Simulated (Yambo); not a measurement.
System: rocksalt RbBr, space group Fm-3m (No. 225), 2 atoms in the primitive cell; cubic a = 6.854 Å. Starting point: PBEsol, PseudoDojo 0.4.1 SR PBEsol standard, no spin polarisation, no spin-orbit coupling, 6×6×6 k mesh, 626 eV cutoff, fixed occupations (Yambo). Many-body step: HF with cutoff of exchange and Vxc 46 Ry.

In PBEsol the smallest gap over these k points is 4.21 eV, with direct gaps of 4.21 eV at Γ.

### What does HF give?

Over the k points that were corrected, the smallest gap goes from 4.21 eV in PBEsol (direct at Γ) to 11.69 eV in HF (direct at Γ), a change of +7.48 eV (+177 %).

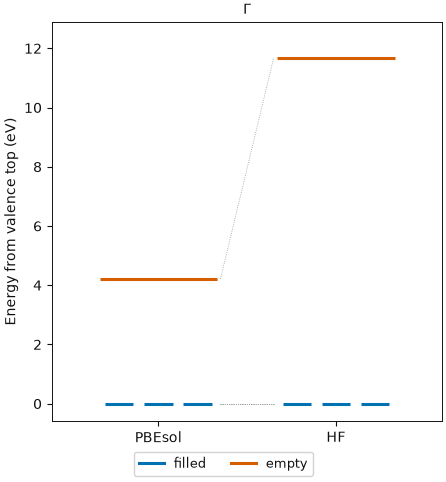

Levels at Γ in PBEsol and in HF, each set counted from its own valence top. Only the states that were corrected are drawn, so degenerate partners can be missing.

| k point | PBEsol direct gap (eV) | HF direct gap (eV) |
| --- | --- | --- |
| Γ | 4.21 | 11.69 |

Hartree-Fock has no screening and overstates gaps by far. Spin-orbit coupling is left out, which matters for Br.
